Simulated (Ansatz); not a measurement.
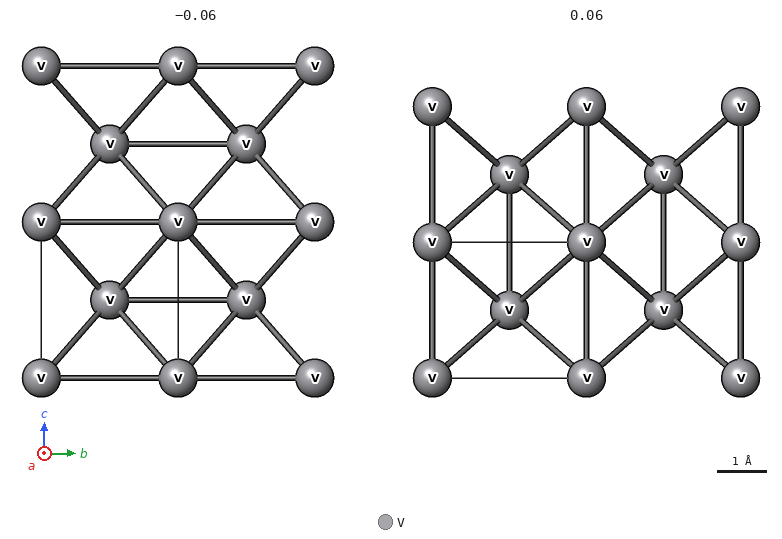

A crystal of V (set up in Im-3m), under biaxial strain in the a–b plane (c relaxed, atoms fixed by symmetry), with energies (extrapolated to zero smearing) counted from the relaxed crystal, which is the row at zero. The picture shows the first and the last member. The picture is a ball-and-stick view of the cell of the calculation, repeated 1 × 2 × 2 with one cell outlined, seen along the a axis.

Computed with Ansatz 0.2.0: DFT PBE, scalar-relativistic, plane waves, PAW. Set-up: plane-wave cutoff 420 eV; k-point mesh 18 × 18 × 18; occupations gaussian; smearing width 0.1 eV; no spin polarisation; force threshold 0.008 eV/Å.

| strain | energy (meV/atom) | a (Å) | c (Å) |
| --- | --- | --- | --- |
| −0.06 | 88.65 | 2.817 | 3.217 |
| −0.04 | 38.40 | 2.877 | 3.133 |
| −0.02 | ? | ? | ? |
| 0.0 | 0.00 | 2.997 | 2.997 |
| 0.02 | 8.80 | 3.057 | 2.934 |
| 0.04 | 29.97 | 3.117 | 2.860 |
| 0.06 | 58.90 | 3.177 | 2.797 |

Question: Fill in the missing row.

Answer: A parabola through three neighbouring rows (−0.06, −0.04, 0.0) gives, with Lagrange weights, (−0.3333)(88.65) + (1.0000)(38.40) + (0.3333)(0.00) = 8.85 meV/atom. The calculation gives 9.01 meV/atom (a = 2.937 Å, c = 3.060 Å). The estimate is 0.16 meV/atom too low. From the first member to the last: V–V 3.217 → 2.797 Å, V–V 2.817 → 3.177 Å, V–V 2.560 → 2.646 Å.

The whole series:

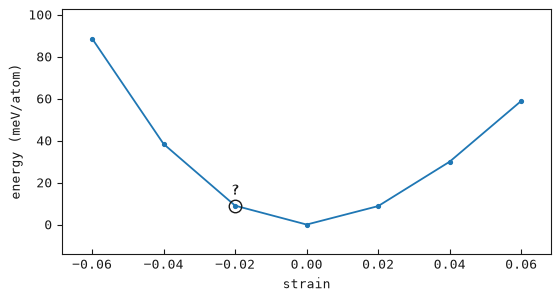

Each member starts from this one structure; whether another phase lies lower wasn't checked.
